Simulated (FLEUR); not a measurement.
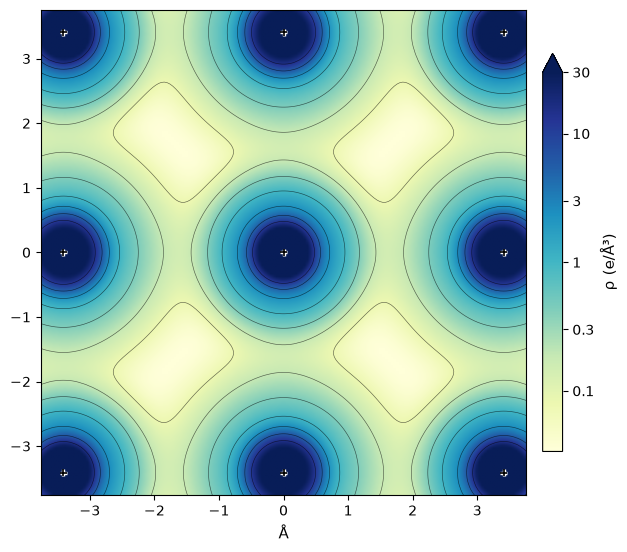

The electron density on a plane through atoms (crosses mark nuclei in the plane).

The calculation used FLEUR MaX-R8.1 (later development tree), Kohn-Sham DFT of a periodic cell, r2SCAN, all-electron.

Candidates:
A. SiO2, a = 4.23 Å, b = 4.23 Å, c = 2.69 Å, α = 90.00°, β = 90.00°, γ = 90.00°. Space group P4₂/mnm; a structure from a database of computed crystals, not necessarily the ambient phase.
B. BaTe, a = 6.82 Å, b = 6.82 Å, c = 6.82 Å, α = 90.00°, β = 90.00°, γ = 90.00°. Space group Fm-3m.

### Which system is this?

Candidate B: BaTe on the (001) plane of the conventional cell, which holds Ba and Te. Ba–Te (3.41 Å): ρ is about 0.15 e/Å³ halfway.
